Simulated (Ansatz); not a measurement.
The coordinates of a crystal:

```
CELL_PARAMETERS angstrom
3.75156 0.00000 0.00000
-1.87578 3.24895 0.00000
0.00000 0.00000 6.50133
ATOMIC_POSITIONS crystal
Pt 0.00000 0.00000 0.00000
Se 0.66667 0.33333 0.79903
Se 0.33333 0.66667 0.20097
```

Q: What does this file describe?

A: It has the composition PtSe2. Its lattice is primitive hexagonal, its space group P-3m1 (No. 164). This arrangement goes by the name cadmium iodide (CdI₂, 1T) type. It has 3 atoms to the cell (1 Pt, 2 Se). The polyhedra are PtSe6 octahedra; they share edges. Pt is coordinated by six Se in a distorted octahedral arrangement at 2.53 Å. Each Se has three Pt in a trigonal pyramidal arrangement at 2.53 Å. The bonds build PtSe2 layers parallel to (001).

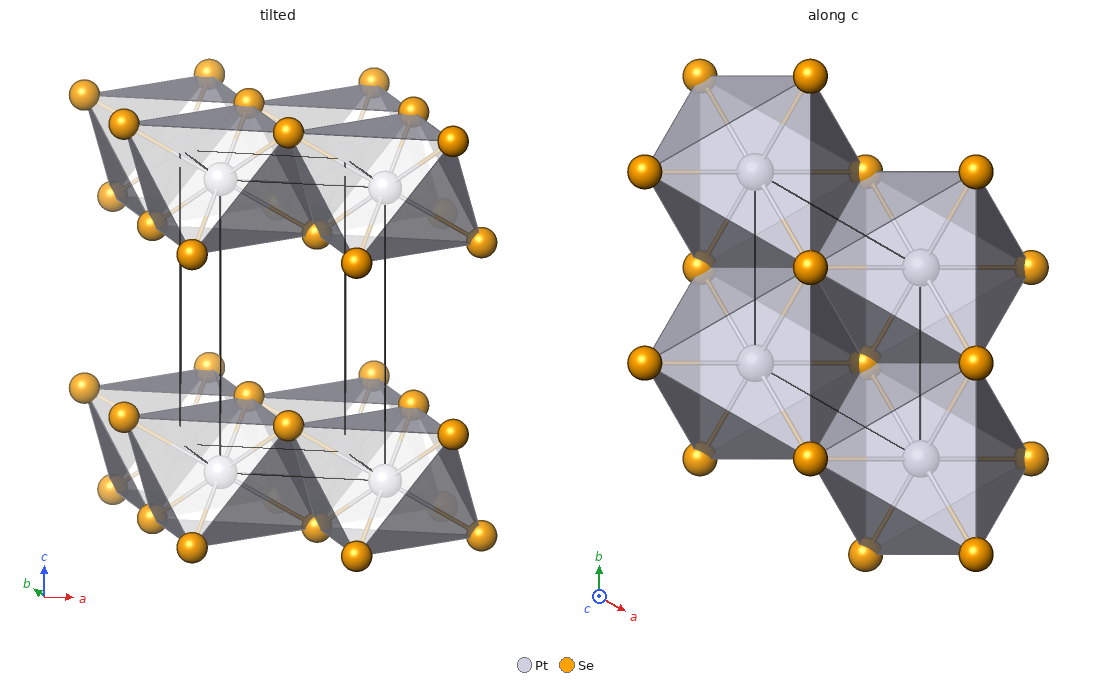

Polyhedral representation of a periodic structure, projected slightly off an axis and along the c axis. The wireframe shows the conventional unit cell. Some neighbours outside the box are added.

Origin of the cell: a structure listed in the Materials Project. Earlier steps of the study may have refined or changed the cell and positions. A calculation with Ansatz used it as input.
